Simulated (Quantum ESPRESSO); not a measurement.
**Run report: P, band-structure run (part 1 of 2)**

P (4 atoms in the cell), computed with Kohn-Sham DFT of a periodic cell, LDA, GBRV 1.5 LDA, no spin polarisation (Quantum ESPRESSO 7.5).

The structure derives from a Materials Project entry.

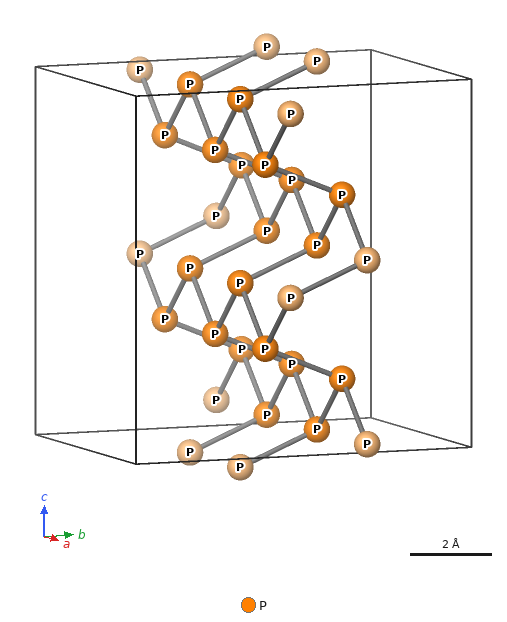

The structure (ball-and-stick view of the 2 × 2 repeat of the cell, with the vacuum cut short, seen slightly off an axis; neighbours outside the cell are drawn fainter). An atom can appear more than once, as a periodic image. Near neighbours in the periodic cell (some may lie outside the picture): P has 3 P at 2.20 to 2.24 Å.

Input:
```
&CONTROL
  calculation = 'scf'
  prefix = 'pwscf'
  outdir = './tmp'
  pseudo_dir = './pseudo'
  tprnfor = .true.
  tstress = .true.
  disk_io = 'low'
/
&SYSTEM
  ibrav = 0
  celldm(1) = 8
  nat = 4
  ntyp = 1
  ecutwfc = 45
  ecutrho = 360
  nbnd = 16
  occupations = 'smearing'
  smearing = 'fd'
  degauss = 0.00367493
/
&ELECTRONS
  conv_thr = 8d-10
  electron_maxstep = 120
  mixing_beta = 0.5
/
ATOMIC_SPECIES
P     30.9738 p_lda_v1.5.uspp.F.UPF
CELL_PARAMETERS alat
  0.7756682573302   0.0000000000000   0.0000000000000
  0.0000000000000   8.2337802610866   0.0000000000000
  0.0000000000000   0.0000000000000   1.0941714359958
ATOMIC_POSITIONS crystal
P      0.5000000000    0.9702614300    0.9078492800
P      0.5000000000    0.0297385700    0.0921507200
P      0.0000000000    0.0297385700    0.4078492800
P      0.0000000000    0.9702614300    0.5921507200
K_POINTS automatic
8 1 6 0 0 0
```

File bands.in:
```
&CONTROL
  calculation = 'bands'
  prefix = 'pwscf'
  outdir = './tmp'
  pseudo_dir = './pseudo'
  disk_io = 'low'
  verbosity = 'high'
/
&SYSTEM
  ibrav = 0
  celldm(1) = 8
  nat = 4
  ntyp = 1
  ecutwfc = 45
  ecutrho = 360
  nbnd = 16
  occupations = 'smearing'
  smearing = 'fd'
  degauss = 0.00367493
/
&ELECTRONS
  conv_thr = 1d-08
  electron_maxstep = 120
  mixing_beta = 0.5
  diago_full_acc = .true.
  startingwfc = 'random'
/
ATOMIC_SPECIES
P     30.9738 p_lda_v1.5.uspp.F.UPF
CELL_PARAMETERS alat
  0.7756682573302   0.0000000000000   0.0000000000000
  0.0000000000000   8.2337802610866   0.0000000000000
  0.0000000000000   0.0000000000000   1.0941714359958
ATOMIC_POSITIONS crystal
P      0.5000000000    0.9702614300    0.9078492800
P      0.5000000000    0.0297385700    0.0921507200
P      0.0000000000    0.0297385700    0.4078492800
P      0.0000000000    0.9702614300    0.5921507200
K_POINTS crystal
63
 0.0000000000  0.0000000000  0.0000000000 1
-0.0714285714  0.0000000000  0.0000000000 1
-0.1428571429  0.0000000000  0.0000000000 1
-0.2142857143  0.0000000000  0.0000000000 1
-0.2857142857  0.0000000000  0.0000000000 1
-0.3571428571  0.0000000000  0.0000000000 1
-0.4285714286  0.0000000000  0.0000000000 1
-0.5000000000  0.0000000000  0.0000000000 1
-0.5000000000  0.0000000000 -0.1000000000 1
-0.5000000000  0.0000000000 -0.2000000000 1
-0.5000000000  0.0000000000 -0.3000000000 1
-0.5000000000  0.0000000000 -0.4000000000 1
-0.5000000000  0.0000000000 -0.5000000000 1
-0.4375000000  0.0000000000 -0.5000000000 1
-0.3750000000  0.0000000000 -0.5000000000 1
-0.3125000000  0.0000000000 -0.5000000000 1
-0.2500000000  0.0000000000 -0.5000000000 1
-0.1875000000  0.0000000000 -0.5000000000 1
-0.1250000000  0.0000000000 -0.5000000000 1
-0.0625000000  0.0000000000 -0.5000000000 1
 0.0000000000  0.0000000000 -0.5000000000 1
 0.0000000000  0.0000000000 -0.4000000000 1
 0.0000000000  0.0000000000 -0.3000000000 1
 0.0000000000  0.0000000000 -0.2000000000 1
 0.0000000000  0.0000000000 -0.1000000000 1
 0.0000000000  0.0000000000  0.0000000000 1
 0.0000000000 -0.5000000000  0.0000000000 1
-0.0625000000 -0.5000000000  0.0000000000 1
-0.1250000000 -0.5000000000  0.0000000000 1
-0.1875000000 -0.5000000000  0.0000000000 1
-0.2500000000 -0.5000000000  0.0000000000 1
-0.3125000000 -0.5000000000  0.0000000000 1
-0.3750000000 -0.5000000000  0.0000000000 1
-0.4375000000 -0.5000000000  0.0000000000 1
-0.5000000000 -0.5000000000  0.0000000000 1
-0.5000000000 -0.5000000000 -0.0833333333 1
-0.5000000000 -0.5000000000 -0.1666666667 1
-0.5000000000 -0.5000000000 -0.2500000000 1
-0.5000000000 -0.5000000000 -0.3333333333 1
-0.5000000000 -0.5000000000 -0.4166666667 1
-0.5000000000 -0.5000000000 -0.5000000000 1
-0.4444444444 -0.5000000000 -0.5000000000 1
-0.3888888889 -0.5000000000 -0.5000000000 1
-0.3333333333 -0.5000000000 -0.5000000000 1
-0.2777777778 -0.5000000000 -0.5000000000 1
-0.2222222222 -0.5000000000 -0.5000000000 1
-0.1666666667 -0.5000000000 -0.5000000000 1
-0.1111111111 -0.5000000000 -0.5000000000 1
-0.0555555556 -0.5000000000 -0.5000000000 1
 0.0000000000 -0.5000000000 -0.5000000000 1
 0.0000000000 -0.5000000000 -0.4285714286 1
 0.0000000000 -0.5000000000 -0.3571428571 1
 0.0000000000 -0.5000000000 -0.2857142857 1
 0.0000000000 -0.5000000000 -0.2142857143 1
 0.0000000000 -0.5000000000 -0.1428571429 1
 0.0000000000 -0.5000000000 -0.0714285714 1
 0.0000000000 -0.5000000000  0.0000000000 1
 0.0000000000  0.0000000000 -0.5000000000 1
 0.0000000000 -0.5000000000 -0.5000000000 1
-0.5000000000 -0.5000000000  0.0000000000 1
-0.5000000000  0.0000000000  0.0000000000 1
-0.5000000000  0.0000000000 -0.5000000000 1
-0.5000000000 -0.5000000000 -0.5000000000 1
```

Run on 2 threads of Arm Neoverse V2, 24 GiB of memory available, shared host.

Command:
```bash
OMP_NUM_THREADS=1 mpirun -n 2 pw.x -nk 2 -in pw.in > pw.out
OMP_NUM_THREADS=1 mpirun -n 2 pw.x -nk 2 -in bands.in > bands.out
```

The program's output:
```
This program is part of the open-source Quantum ESPRESSO suite
     for quantum simulation of materials; please cite
         "P. Giannozzi et al., J. Phys.:Condens. Matter 21 395502 (2009);
         "P. Giannozzi et al., J. Phys.:Condens. Matter 29 465901 (2017);
         "P. Giannozzi et al., J. Chem. Phys. 152 154105 (2020);
          URL
     in publications or presentations arising from this work. More details at

     Message from routine setup:
     using ibrav=0 with symmetry is DISCOURAGED, use correct ibrav instead

     K-points division:     npool     =       2
     Subspace diagonalization in iterative solution of the eigenvalue problem:
     a serial algorithm will be used

     G-vector sticks info
     --------------------
     sticks:   dense  smooth     PW     G-vecs:    dense   smooth      PW
     Sum       11701    5883   1759               412913   145935   23839

     Using Slab Decomposition

     bravais-lattice index     =            0
     lattice parameter (alat)  =       8.0000  a.u.
     unit-cell volume          =    3577.9200 (a.u.)^3
     number of atoms/cell      =            4
     number of atomic types    =            1
     number of electrons       =        20.00
     number of Kohn-Sham states=           16
     kinetic-energy cutoff     =      45.0000  Ry
     charge density cutoff     =     360.0000  Ry
     scf convergence threshold =      8.0E-10
     mixing beta               =       0.5000
     number of iterations used =            8  plain     mixing
     Exchange-correlation=  SLA  PZ   NOGX NOGC
                           (   1   1   0   0   0   0   0)

     celldm(1)=   8.000000  celldm(2)=   0.000000  celldm(3)=   0.000000
     celldm(4)=   0.000000  celldm(5)=   0.000000  celldm(6)=   0.000000

     crystal axes: (cart. coord. in units of alat)
               a(1) = (   0.775668   0.000000   0.000000 )
               a(2) = (   0.000000   8.233780   0.000000 )
               a(3) = (   0.000000   0.000000   1.094171 )

     reciprocal axes: (cart. coord. in units 2 pi/alat)
               b(1) = (  1.289211  0.000000  0.000000 )
               b(2) = (  0.000000  0.121451  0.000000 )
               b(3) = (  0.000000  0.000000  0.913934 )

     PseudoPot. # 1 for P  read from file:
     p_lda_v1.5.uspp.F.UPF
     Pseudo is Ultrasoft + core correction, Zval =  5.0
     Generated by new atomic code, or converted to UPF format
     Using radial grid of  903 points,  6 beta functions with:
                l(1) =   0
                l(2) =   0
                l(3) =   1
                l(4) =   1
                l(5) =   2
                l(6) =   2
     Q(r) pseudized with  8 coefficients,  rinner =    1.300   1.300   1.300
                                                       1.300   1.300

     atomic species   valence    mass     pseudopotential
     P                 5.00    30.97380     P ( 1.00)

      8 Sym. Ops., with inversion, found ( 4 have fractional translation)

   Cartesian axes

     site n.     atom                  positions (alat units)
         1        P      tau(   1) = (   0.3878341   7.9889194   0.9933428  )
         2        P      tau(   2) = (   0.3878341   0.2448609   0.1008287  )
         3        P      tau(   3) = (   0.0000000   0.2448609   0.4462570  )
         4        P      tau(   4) = (   0.0000000   7.9889194   0.6479144  )

     number of k points=    20  Fermi-Dirac smearing, width (Ry)=  0.0037
                       cart. coord. in units 2pi/alat
        k(    1) = (   0.0000000   0.0000000   0.0000000), wk =   0.0416667
        k(    2) = (   0.0000000   0.0000000   0.1523223), wk =   0.0833333
        k(    3) = (   0.0000000   0.0000000   0.3046445), wk =   0.0833333
        k(    4) = (   0.0000000   0.0000000  -0.4569668), wk =   0.0416667
        k(    5) = (   0.1611514   0.0000000   0.0000000), wk =   0.0833333
        k(    6) = (   0.1611514   0.0000000   0.1523223), wk =   0.1666667
        k(    7) = (   0.1611514   0.0000000   0.3046445), wk =   0.1666667
        k(    8) = (   0.1611514   0.0000000  -0.4569668), wk =   0.0833333
        k(    9) = (   0.3223027   0.0000000   0.0000000), wk =   0.0833333
        k(   10) = (   0.3223027   0.0000000   0.1523223), wk =   0.1666667
        k(   11) = (   0.3223027   0.0000000   0.3046445), wk =   0.1666667
        k(   12) = (   0.3223027   0.0000000  -0.4569668), wk =   0.0833333
        k(   13) = (   0.4834541   0.0000000   0.0000000), wk =   0.0833333
        k(   14) = (   0.4834541   0.0000000   0.1523223), wk =   0.1666667
        k(   15) = (   0.4834541   0.0000000   0.3046445), wk =   0.1666667
        k(   16) = (   0.4834541   0.0000000  -0.4569668), wk =   0.0833333
        k(   17) = (  -0.6446055   0.0000000   0.0000000), wk =   0.0416667
        k(   18) = (  -0.6446055   0.0000000   0.1523223), wk =   0.0833333
        k(   19) = (  -0.6446055   0.0000000   0.3046445), wk =   0.0833333
        k(   20) = (  -0.6446055   0.0000000  -0.4569668), wk =   0.0416667

     Dense  grid:   412913 G-vectors     FFT dimensions: (  40, 400,  54)

     Smooth grid:   145935 G-vectors     FFT dimensions: (  30, 288,  40)

     Initial potential from superposition of free atoms

     starting charge      19.9994, renormalised to      20.0000

     negative rho (up, down):  4.191E-05 0.000E+00
     Starting wfcs are   16 randomized atomic wfcs

     Self-consistent Calculation

     iteration #  1     ecut=    45.00 Ry     beta= 0.50
     Davidson diagonalization with overlap
     ethr =  1.00E-02,  avg # of iterations =  3.5

     Threshold (ethr) on eigenvalues was too large:
     Diagonalizing with lowered threshold

     Davidson diagonalization with overlap
     ethr =  3.17E-04,  avg # of iterations =  3.9

     negative rho (up, down):  4.767E-05 0.000E+00

     total energy              =     -62.21276825 Ry
     estimated scf accuracy    <       0.06643769 Ry

     iteration #  2     ecut=    45.00 Ry     beta= 0.50
     Davidson diagonalization with overlap
     ethr =  3.32E-04,  avg # of iterations =  1.1

     negative rho (up, down):  1.439E-04 0.000E+00

     total energy              =     -62.21201268 Ry
     estimated scf accuracy    <       0.01126341 Ry

     iteration #  3     ecut=    45.00 Ry     beta= 0.50
     Davidson diagonalization with overlap
     c_bands:  1 eigenvalues not converged
     ethr =  5.63E-05,  avg # of iterations =  4.9

     negative rho (up, down):  1.044E-04 0.000E+00

     total energy              =     -62.21286991 Ry
     estimated scf accuracy    <       0.00029048 Ry

     iteration #  4     ecut=    45.00 Ry     beta= 0.50
     Davidson diagonalization with overlap
     c_bands:  2 eigenvalues not converged
     c_bands:  1 eigenvalues not converged
     ethr =  1.45E-06,  avg # of iterations =  9.1

     negative rho (up, down):  7.795E-05 0.000E+00

     total energy              =     -62.21308888 Ry
     estimated scf accuracy    <       0.00002947 Ry
```
